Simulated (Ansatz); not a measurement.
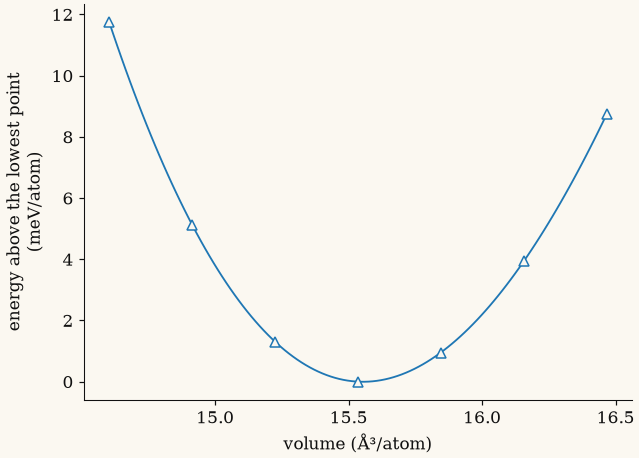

The plot gives the computed energy above the lowest point against volume for MgO₃, space group Pm-3m (No. 221) (one of a set of cubic test structures, which need not be the stable phase).

Method: equation of state of a cubic crystal from periodic Kohn-Sham density functional theory without spin, third-order Birch-Murnaghan fit to the free energies; pressure corrected for the finite basis (Ansatz 0.2.0 development build). Level: PBE.

```
                setting         value
         structure type          ReO3
          atoms in cell             4
     space group number           221
       lattice centring  simple cubic
                 k mesh      27×27×27
      occupation method   Fermi–Dirac
       occupation width    0.06123 eV
            wave cutoff        420 eV
               datasets    soft-1 PAW
      density tolerance      1e-07 eV
                  bands            18
   density cutoff ratio             4
search for lower states       default
```

From this curve and the settings, what does the calculation give for the pressure at the same points?

The pressure falls from 4.192 GPa at volume 14.60 Å³/atom to −2.918 GPa at 16.47 Å³/atom, and changes sign near 15.55 Å³/atom.

```csv
volume (Å³/atom),pressure (GPa)
14.60,4.192
14.91,2.668
15.22,1.299
15.53,0.070
15.85,-1.035
16.16,-2.027
16.47,-2.918
```

Note: cubic model structure, not the ambient form; no spin polarisation, a magnetic state may lie lower.
